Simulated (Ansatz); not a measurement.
# Run report: W, geometry relaxation (part 3 of 3)

Continued. System: W (slab, 12 atoms in the cell). Method: DFT PBEsol, scalar-relativistic, plane waves, PAW, no spin polarisation (Ansatz 0.2.0); cutoff 420 eV, 9×9×1 k-mesh, Gaussian smearing of 0.1 eV. The structure derives from an entry of the Crystallography Open Database. It belongs to a series of runs on one base structure; here: (1 1 1) slab, atoms relaxed.

Geometry of the input (Å; fractional positions):
```
4.4609  0.0000  0.0000
-2.2305  3.8633  0.0000
0.0000  0.0000  25.0164
W  0.6667  0.3333  0.2998
W  0.3333  0.6667  0.3362
W  0.0000  0.0000  0.3726
W  0.6667  0.3333  0.4090
W  0.3333  0.6667  0.4454
W  0.0000  0.0000  0.4818
W  0.6667  0.3333  0.5182
W  0.3333  0.6667  0.5546
W  0.0000  0.0000  0.5910
W  0.6667  0.3333  0.6274
W  0.3333  0.6667  0.6638
W  0.0000  0.0000  0.7002
```

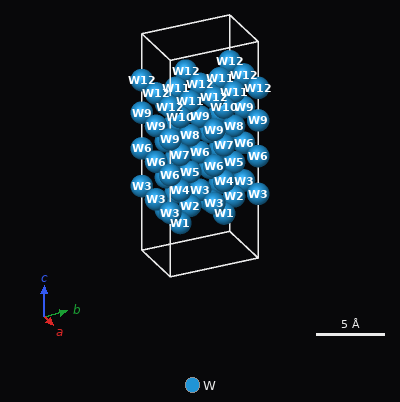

**Figure 1.** The geometry at step 3 of the log (spheres-only view of the 2 × 2 repeat of the cell, with the vacuum cut short, seen slightly off an axis; atoms are numbered from 1 in the order of the input).

## The program's output, continued
```
relax step   6: F+E_penalty+E_count = -123070.50890263 eV  Δ(F+E_penalty+E_count) = -2.224e-4 eV  max|allowed force component| = 3.178e-3 eV/Å  Δτ_max = 0.0028 Å  (6 SCF iters, accepted)
WARN: The output density's exchange-correlation potential varies sharply where the density is thin. Do not read a vacuum level from v_tot or v_xc, or from such a field of the output density. On a cell that repeats whose density bears no net charge and no dipole along the vacuum's axis use v_es (v_loc + v_h of the components); under efield.dipole_correction with no amplitude use v_es + v_field, which holds any external_charges[].barrier, or the levels of the report's work_function block, which leave it out; under a non-zero efield.amplitude the vacuum is tilted and has no level; on a cell that repeats and bears such a dipole with no correction it is tilted too, and efield.dipole_correction with no amplitude gives each side of its ramp a level where efield: is served; in a cell that repeats whose density bears a net charge (total_charge, or a fill off its count) it is curved and has none; of a slab under crystal.periodic whose density bears no net charge use v_es, which has a level on each side, short of where the two are joined; of another it falls or rises all the way out and has none; of a slab beside external_charges read slab_vacuum_level instead, which it has where they leave it neutral. The grid or the basis barely resolves most such structure, and the values can differ between equally converged runs; as a rule a tighter scf.convergence.dr2_threshold does not remove it. Where the density itself ripples (under the LDA too) a higher basis.ecutwfc lessens it. The files hold the spikes' plane waves up to the density's cutoff. Files: v_tot_of_output_density and the like, and their columns of v_z.tsv (output.write_potential); v_xc_of_output_density and the like, and their columns of v_comp_z.tsv (output.write_potential_components). Measured: with its Gaussian average of σ = 0.25 Å subtracted twice, the exchange-correlation potential is over 0.1 eV at 642 of the grid points where the equally averaged density (valence and model cores) is under 1e-3 e/Å³, and 0.390 eV at the most among them, at an averaged density of 2.1e-8 e/Å³. The input density's (outcome.potential() and, of a run that writes arrays, v_tot and v_xc) is over 0.1 eV, so measured, at 4 points of its own thin density, 0.254 eV at the most. See output.write_potential in the manual, Limitations
SCF converged after 6 iterations
Free energy (F): -123070.508903 eV
Harris-Foulkes:  -123070.508903 eV  (|F-HF|=6.43e-9)
Internal energy: -123070.487670 eV  (E = F + TS)
E sigma→0 (E₀):  -123070.498286 eV
Entropy (-TS):   -0.021233 eV (-1.769 meV/atom)
Fermi energy:    7.498440 eV
Dipole field:    D = 0.000000 V/Å  (p = 0.000001 e·Å, saw-weighted, corrected)
Work function:   Φ+ = 4.2504 eV   Φ− = 4.2504 eV
Levels:          The Fermi level and band energies are counted from a zero that moves with the ramp; work functions are not
--- Per-component energies (eV) ---
  E_band       = -3469.495232
  E_kinetic    = 5396.924362
  E_local      = -208052.142910  (includes V_loc(G=0)·N_el)
  E_nonlocal   = 48.063349
  E_hartree    = 101759.118774
  E_xc         = -3174.703785
  E_vxc        = -2853.403438  (∫ρ·V_xc dr)
  E_paw        = -101234.747343  (= ΣΔE_a)
  E_vpaw       = -1527.203629  (= ΣTr[D̂ρ^β])
  E_aug_tail   = -0.000733  (compensation charges beyond the density's cutoff)
  E_efield     = 0.000000  (sawtooth field / dipole correction)
  E_vefield    = 0.000000  (∫n·V_field dr)
  E_ewald      = 82184.339111
  E_core_change = 2.661506  (= ΣΔE_core)
  E_smearing   = -0.021233  (= −TS)
  E_closure    = -0.000000  (closes the sum)
  Σ components = -123070.508903   (vs F -123070.508903, Δ=0.00e0)
--- Forces (eV/Å), atoms counted from 1 ---
  atom   1  W     -0.00000000     0.00000000    -0.00124667
  atom   2  W      0.00000000    -0.00000000     0.00263658
  atom   3  W      0.00000000     0.00000000    -0.00317772
  atom   4  W     -0.00000000    -0.00000000    -0.00011786
  atom   5  W      0.00000000    -0.00000000    -0.00306904
  atom   6  W     -0.00000000    -0.00000000     0.00025421
  atom   7  W      0.00000000     0.00000000    -0.00025437
  atom   8  W      0.00000000     0.00000000     0.00306836
  atom   9  W      0.00000000     0.00000000     0.00011767
  atom  10  W     -0.00000000     0.00000000     0.00317739
  atom  11  W     -0.00000000     0.00000000    -0.00263589
  atom  12  W      0.00000000    -0.00000000     0.00124692
  max |Σ_I F_I| component: 4.27e-7 eV/Å
--- Band table (eV; the first three rows and the last of 12) ---
  k-point 0: bands = ["-66.4443", "-66.4210", "-66.3940", "-66.3665", "-66.3125", "-66.2661", "-66.2318", "-66.2177", "-66.1371", "-66.1369", "-65.9077", "-65.9076", "-31.1614", "-31.1274", "-31.0012", "-30.9931", "-30.9931", "-30.9874", "-30.9874", "-30.9566", "-30.9566", "-30.9189", "-30.9189", "-30.7894", "-30.7894", "-30.7480", "-30.7214", "-30.6723", "-30.6396", "-30.6396", "-30.5553", "-30.5553", "-30.4611", "-30.4172", "-30.3895", "-30.3895", "-30.1854", "-30.1854", "-30.1197", "-30.0749", "-30.0749", "-30.0332", "-30.0274", "-29.9504", "-29.8149", "-29.8149", "-29.8148", "-29.8148", "-1.6503", "-0.5972", "0.9197", "1.9650", "1.9650", "2.6212", "2.6446", "2.6446", "3.5651", "3.7517", "3.7517", "3.8581", "4.1631", "4.1631", "4.2674", "4.5528", "4.5528", "4.5576", "4.5576", "4.7582", "4.7582", "4.8725", "5.1850", "5.2273", "5.2273", "5.5421", "5.5421", "5.7071", "5.7071", "6.1041", "6.2606", "6.4792", "6.4792", "6.5550", "6.5550", "6.8013", "7.8283", "9.1316", "9.2134", "9.2318", "9.2318", "9.2812", "9.2812", "9.6941", "9.6941", "9.7750", "9.7750", "9.8369", "9.8369", "10.2571", "10.2571", "10.5282", "10.5282"]
  k-point 1: bands = ["-66.4396", "-66.4179", "-66.3924", "-66.3655", "-66.3133", "-66.2685", "-66.2338", "-66.2207", "-66.1363", "-66.1361", "-65.9099", "-65.9098", "-31.1783", "-31.1435", "-31.0981", "-31.0727", "-31.0310", "-31.0199", "-31.0079", "-30.9402", "-30.9163", "-30.8812", "-30.8633", "-30.7839", "-30.7521", "-30.7389", "-30.7162", "-30.6732", "-30.6086", "-30.5860", "-30.5333", "-30.5161", "-30.4589", "-30.4186", "-30.3798", "-30.3624", "-30.1910", "-30.1838", "-30.1324", "-30.0995", "-30.0760", "-30.0285", "-30.0108", "-29.9533", "-29.8456", "-29.8443", "-29.8157", "-29.8155", "-1.4534", "-0.4242", "1.0101", "2.0768", "2.0889", "2.4576", "2.7295", "2.7441", "3.3190", "3.4556", "3.7184", "3.8010", "3.9491", "4.1459", "4.1476", "4.3117", "4.3743", "4.5701", "4.5770", "4.8682", "4.9080", "5.1228", "5.2873", "5.2877", "5.3758", "5.5486", "5.6316", "5.7120", "5.8201", "6.1671", "6.3236", "6.4891", "6.5861", "6.6858", "6.8246", "6.9518", "7.8931", "8.9375", "8.9903", "9.0533", "9.1378", "9.1720", "9.2421", "9.3824", "9.4096", "9.5721", "9.6229", "9.8894", "10.0031", "10.2109", "10.2164", "10.2356", "10.3818"]
  k-point 2: bands = ["-66.4269", "-66.4098", "-66.3882", "-66.3627", "-66.3154", "-66.2751", "-66.2392", "-66.2287", "-66.1340", "-66.1339", "-65.9155", "-65.9154", "-31.2302", "-31.2020", "-31.1877", "-31.1204", "-31.1015", "-31.0694", "-31.0218", "-30.9860", "-30.8922", "-30.8504", "-30.8086", "-30.7697", "-30.7365", "-30.6955", "-30.6771", "-30.5966", "-30.5379", "-30.4920", "-30.4796", "-30.4689", "-30.4528", "-30.4140", "-30.3551", "-30.3038", "-30.2597", "-30.1807", "-30.1756", "-30.0873", "-30.0796", "-30.0185", "-29.9990", "-29.9595", "-29.9130", "-29.9097", "-29.8179", "-29.8176", "-0.8909", "0.0666", "1.2568", "2.2382", "2.4018", "2.4521", "2.6316", "2.8864", "3.0337", "3.1197", "3.2547", "3.5207", "3.8786", "3.9157", "4.1608", "4.2395", "4.2686", "4.4366", "4.5998", "5.0331", "5.0564", "5.1247", "5.2975", "5.4029", "5.4516", "5.6370", "5.7566", "5.9412", "6.0337", "6.1010", "6.5974", "6.6835", "6.7416", "6.9662", "7.2362", "7.4494", "8.0779", "8.2363", "8.3065", "8.7083", "8.7542", "8.8335", "8.9168", "9.1657", "9.2953", "9.3650", "9.4067", "9.5004", "9.6787", "10.0202", "10.1936", "10.2958", "10.3676"]
  k-point 11: bands = ["-66.3911", "-66.3911", "-66.3729", "-66.3500", "-66.3114", "-66.3114", "-66.2521", "-66.2521", "-66.1273", "-66.1273", "-65.9303", "-65.9302", "-31.3272", "-31.3272", "-31.2108", "-31.0853", "-31.0853", "-31.0571", "-31.0476", "-31.0476", "-31.0137", "-30.8568", "-30.8568", "-30.7165", "-30.7165", "-30.6982", "-30.6912", "-30.4979", "-30.4979", "-30.4315", "-30.4315", "-30.3999", "-30.3725", "-30.3576", "-30.3150", "-30.2817", "-30.2817", "-30.2110", "-30.1607", "-30.1607", "-30.0302", "-30.0302", "-29.9803", "-29.9215", "-29.9056", "-29.9056", "-29.8653", "-29.8653", "1.5160", "1.5160", "1.5808", "2.2021", "2.2021", "2.3307", "2.3307", "2.4133", "2.8246", "3.1663", "3.3337", "3.3337", "4.1806", "4.1806", "4.4619", "4.5784", "4.5784", "4.8249", "4.9664", "4.9915", "4.9915", "5.1406", "5.1999", "5.1999", "5.2854", "5.5535", "5.5535", "5.9390", "5.9398", "5.9398", "6.5099", "6.5144", "6.5144", "6.7375", "6.7375", "6.9839", "7.2279", "7.5533", "8.2187", "8.2187", "8.5458", "8.5796", "8.5796", "8.7326", "8.7326", "8.8412", "9.0087", "9.0087", "9.6085", "9.6085", "9.7550", "9.9935", "10.4673"]
--- Relaxed structure (6 steps of the walk, 6 accepted, 0 SCFs on fresh bases) ---
  F+E_penalty+E_count = -123070.50890263 eV   max|allowed force component| = 3.178e-3 eV/Å
  atoms:
    - { symbol: W, position: [0.6666666666666667, 0.33333333333333337, 0.3105802993324949] }
    - { symbol: W, position: [0.33333333333333337, 0.6666666666666667, 0.3393952750585782] }
    - { symbol: W, position: [2.3347413183086925e-18, 4.555929117018401e-34, 0.366976844869392] }
    - { symbol: W, position: [0.6666666666666667, 0.33333333333333337, 0.4098071026770427] }
    - { symbol: W, position: [0.33333333333333337, 0.6666666666666667, 0.44408875636203865] }
    - { symbol: W, position: [2.331217450991141e-19, 7.754772965137703e-35, 0.4812386114845986] }
    - { symbol: W, position: [0.6666666666666667, 0.33333333333333337, 0.5187613896863856] }
    - { symbol: W, position: [0.33333333333333337, 0.6666666666666667, 0.5559112447012575] }
    - { symbol: W, position: [3.3446218552712706e-19, -1.7586717260223006e-34, 0.5901928971497891] }
    - { symbol: W, position: [0.6666666666666667, 0.33333333333333337, 0.6330231558525854] }
    - { symbol: W, position: [0.33333333333333337, 0.6666666666666667, 0.6606047229396649] }
    - { symbol: W, position: [4.473359407980246e-18, -1.3515461453525712e-33, 0.6894196998861728] }
```

## Trajectory as extended XYZ (Å, eV, eV/Å), 6 frames, from step=1 to step=6
```
12
Lattice="4.4609 0.0000 0.0000 -2.2305 3.8633 0.0000 0.0000 0.0000 25.0164" Properties=species:S:1:pos:R:3:forces:R:3 step=1 energy=-123069.38176
W     2.2305    1.2878    7.5000    0.0000   0.0000   2.7727
W     0.0000    2.5755    8.4106    0.0000   0.0000   0.1175
W     0.0000    0.0000    9.3212    0.0000   0.0000  -1.2638
W     2.2305    1.2878   10.2318    0.0000   0.0000  -1.0928
W     0.0000    2.5755   11.1423    0.0000   0.0000  -0.6750
W     0.0000    0.0000   12.0529    0.0000   0.0000   0.0197
W     2.2305    1.2878   12.9635    0.0000   0.0000  -0.0197
W     0.0000    2.5755   13.8741    0.0000   0.0000   0.6750
W     0.0000    0.0000   14.7847    0.0000   0.0000   1.0928
W     2.2305    1.2878   15.6953    0.0000   0.0000   1.2638
W     0.0000    2.5755   16.6059    0.0000   0.0000  -0.1175
W     0.0000    0.0000   17.5164    0.0000   0.0000  -2.7727
12
Lattice="4.4609 0.0000 0.0000 -2.2305 3.8633 0.0000 0.0000 0.0000 25.0164" Properties=species:S:1:pos:R:3:forces:R:3 step=2 energy=-123070.33105
W     2.2305    1.2878    7.6950    0.0000   0.0000   0.2388
W     0.0000    2.5755    8.4212    0.0000   0.0000   0.8199
W     0.0000    0.0000    9.2349    0.0000   0.0000  -0.9226
W     2.2305    1.2878   10.1806    0.0000   0.0000   0.6903
W     0.0000    2.5755   11.1033    0.0000   0.0000  -0.2975
W     0.0000    0.0000   12.0479    0.0000   0.0000   0.0635
W     2.2305    1.2878   12.9685    0.0000   0.0000  -0.0635
W     0.0000    2.5755   13.9132    0.0000   0.0000   0.2975
W     0.0000    0.0000   14.8358    0.0000   0.0000  -0.6903
W     2.2305    1.2878   15.7815    0.0000   0.0000   0.9226
W     0.0000    2.5755   16.5953    0.0000   0.0000  -0.8199
W     0.0000    0.0000   17.3215    0.0000   0.0000  -0.2388
12
Lattice="4.4609 0.0000 0.0000 -2.2305 3.8633 0.0000 0.0000 0.0000 25.0164" Properties=species:S:1:pos:R:3:forces:R:3 step=3 energy=-123070.43560
W     2.2305    1.2878    7.8335    0.0000   0.0000  -0.4062
W     0.0000    2.5755    8.5569    0.0000   0.0000  -0.6777
W     0.0000    0.0000    9.1781    0.0000   0.0000   0.4092
W     2.2305    1.2878   10.2902    0.0000   0.0000   0.0317
W     0.0000    2.5755   11.1360    0.0000   0.0000  -0.0968
W     0.0000    0.0000   12.0277    0.0000   0.0000   0.0579
W     2.2305    1.2878   12.9888    0.0000   0.0000  -0.0579
W     0.0000    2.5755   13.8805    0.0000   0.0000   0.0968
W     0.0000    0.0000   14.7263    0.0000   0.0000  -0.0317
W     2.2305    1.2878   15.8384    0.0000   0.0000  -0.4092
W     0.0000    2.5755   16.4596    0.0000   0.0000   0.6777
W     0.0000    0.0000   17.1829    0.0000   0.0000   0.4062
12
Lattice="4.4609 0.0000 0.0000 -2.2305 3.8633 0.0000 0.0000 0.0000 25.0164" Properties=species:S:1:pos:R:3:forces:R:3 step=4 energy=-123070.50802
W     2.2305    1.2878    7.7747    0.0000   0.0000  -0.0648
W     0.0000    2.5755    8.4906    0.0000   0.0000   0.0240
W     0.0000    0.0000    9.1803    0.0000   0.0000  -0.0119
W     2.2305    1.2878   10.2544    0.0000   0.0000  -0.0029
W     0.0000    2.5755   11.1074    0.0000   0.0000   0.0517
W     0.0000    0.0000   12.0340    0.0000   0.0000   0.0876
W     2.2305    1.2878   12.9824    0.0000   0.0000  -0.0876
W     0.0000    2.5755   13.9090    0.0000   0.0000  -0.0517
W     0.0000    0.0000   14.7620    0.0000   0.0000   0.0029
W     2.2305    1.2878   15.8361    0.0000   0.0000   0.0119
W     0.0000    2.5755   16.5258    0.0000   0.0000  -0.0240
W     0.0000    0.0000   17.2418    0.0000   0.0000   0.0648
12
Lattice="4.4609 0.0000 0.0000 -2.2305 3.8633 0.0000 0.0000 0.0000 25.0164" Properties=species:S:1:pos:R:3:forces:R:3 step=5 energy=-123070.50868
W     2.2305    1.2878    7.7676    0.0000   0.0000   0.0079
W     0.0000    2.5755    8.4905    0.0000   0.0000  -0.0168
W     0.0000    0.0000    9.1798    0.0000   0.0000   0.0072
W     2.2305    1.2878   10.2492    0.0000   0.0000   0.0401
W     0.0000    2.5755   11.1102    0.0000   0.0000  -0.0271
W     0.0000    0.0000   12.0409    0.0000   0.0000  -0.0355
W     2.2305    1.2878   12.9755    0.0000   0.0000   0.0355
W     0.0000    2.5755   13.9062    0.0000   0.0000   0.0271
W     0.0000    0.0000   14.7673    0.0000   0.0000  -0.0401
W     2.2305    1.2878   15.8367    0.0000   0.0000  -0.0072
W     0.0000    2.5755   16.5259    0.0000   0.0000   0.0168
W     0.0000    0.0000   17.2489    0.0000   0.0000  -0.0079
12
Lattice="4.4609 0.0000 0.0000 -2.2305 3.8633 0.0000 0.0000 0.0000 25.0164" Properties=species:S:1:pos:R:3:forces:R:3 step=6 energy=-123070.50890
W     2.2305    1.2878    7.7696    0.0000   0.0000  -0.0012
W     0.0000    2.5755    8.4905    0.0000   0.0000   0.0026
W     0.0000    0.0000    9.1805    0.0000   0.0000  -0.0032
W     2.2305    1.2878   10.2519    0.0000   0.0000  -0.0001
W     0.0000    2.5755   11.1095    0.0000   0.0000  -0.0031
W     0.0000    0.0000   12.0389    0.0000   0.0000   0.0003
W     2.2305    1.2878   12.9776    0.0000   0.0000  -0.0003
W     0.0000    2.5755   13.9069    0.0000   0.0000   0.0031
W     0.0000    0.0000   14.7645    0.0000   0.0000   0.0001
W     2.2305    1.2878   15.8360    0.0000   0.0000   0.0032
W     0.0000    2.5755   16.5260    0.0000   0.0000  -0.0026
W     0.0000    0.0000   17.2468    0.0000   0.0000   0.0012
```

## Summary

- outcome: converged
- electrons treated: 168
- free energy: −123070.5089 eV
- work function, top face: 4.25 eV
- work function, bottom face: 4.25 eV
- Fermi energy: 7.498 eV
- gap on the k-point mesh: none (metallic)
- final volume: 431.13 Å³
- work function (upper face): 4.25 eV
- largest force (length of the vector) at the end: 0.003 eV/Å
- hardware: 2 threads of AMD EPYC (Zen 3), 32 GiB of memory available, shared host
- wall time: 3.2 min (CPU time 6.3 min)
- peak memory: 1.1 GiB

The program warns: the exchange-correlation potential is rough where the density is thin. Spin–orbit coupling is left out, which matters for W.
